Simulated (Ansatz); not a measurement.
# Al$_{5}$GaAs$_{6}$: what the fields show

```xyz
12
Lattice="7.0028 0.0000 0.0000 -3.5014 6.0646 0.0000 0.0000 0.0000 6.6482" Properties=species:S:1:pos:R:3 pbc="T T T"
Al    1.1682    2.0233    6.6442
Al   -2.3332    4.0413    6.6442
Al    4.6665    0.0000    6.6442
Al    3.5014    2.0215    3.3237
Al    0.0000    4.0431    3.3237
Ga    0.0000    0.0000    3.3279
As    1.1700    2.0264    2.4849
As   -2.3314    4.0382    2.4849
As    4.6629    0.0000    2.4849
As    3.5014    2.0215    5.8105
As    0.0000    4.0431    5.8105
As    0.0000    0.0000    5.8236
```

Space group P31m; a structure generated by program, which may or may not match a known phase.

Computed with Ansatz, DFT PBE, scalar-relativistic, plane waves, PAW.

In a PAW calculation such maps are meaningful between the atoms, not at the nuclei.

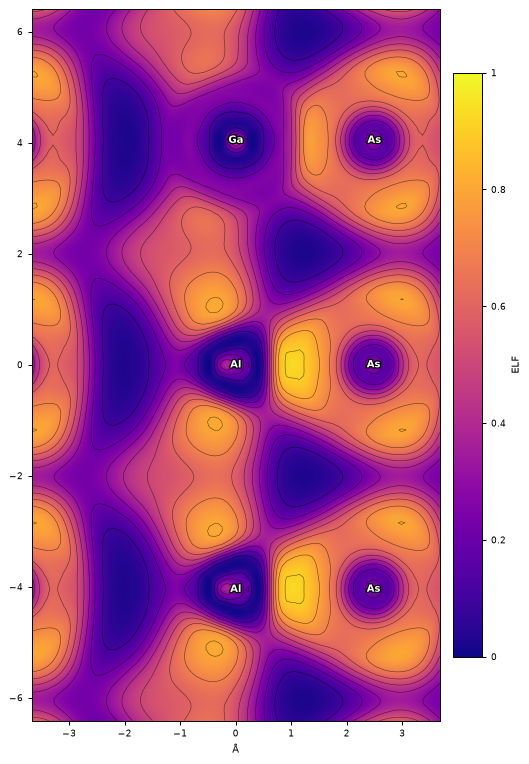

Figure 1. ELF on the (110) plane of the conventional cell.

**What do the fields say about this system?**

The plane passes through Al, Ga and As nuclei.
Al–As (2.49 Å): the ELF peaks at about 0.95 between the atoms, as expected for a shared electron pair.
Ga–As (2.50 Å): the ELF peaks at about 0.80 between the atoms; a shared electron pair.

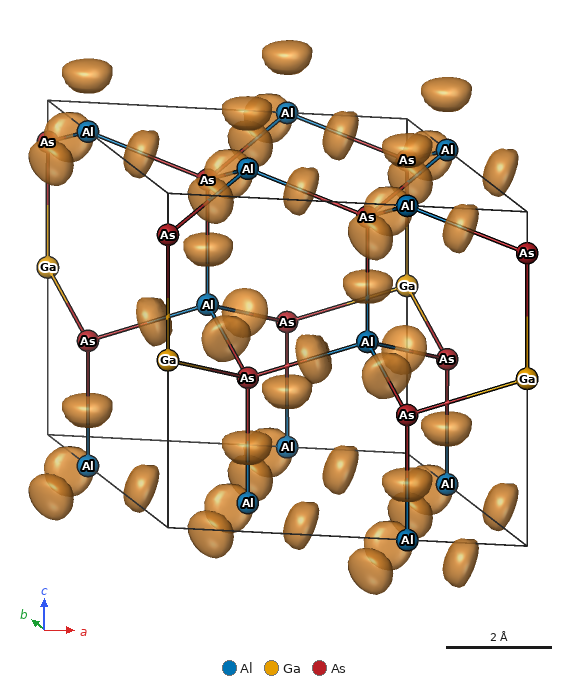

Figure 2. Isosurface of the electron localisation function at 0.85 (orange), seen slightly off an axis. Only the valence region is drawn (cores and ρ < 0.01 e/Å³ removed). Sticks mark near contacts.

**What do the ELF domains correspond to?**

At this value the surface marks out 20 regions between bonded Al–As atoms (shared pairs), counted in one cell of 12 atoms. Regions shared between cells count once. Along the contacts the grid gives the following. Al–As (2.48 Å): the ELF peaks at about 0.90 in the valence shell of As, 1.5 Å from its nucleus, and is about 0.90 at the midpoint. Ga–As (2.49 Å): the ELF peaks at about 0.80 between the atoms (a shared electron pair).

**Does the calculation give a band gap?**

It is gapped, with a Kohn–Sham gap of 1.4 eV on the k-point mesh, an upper bound to the gap of this method.
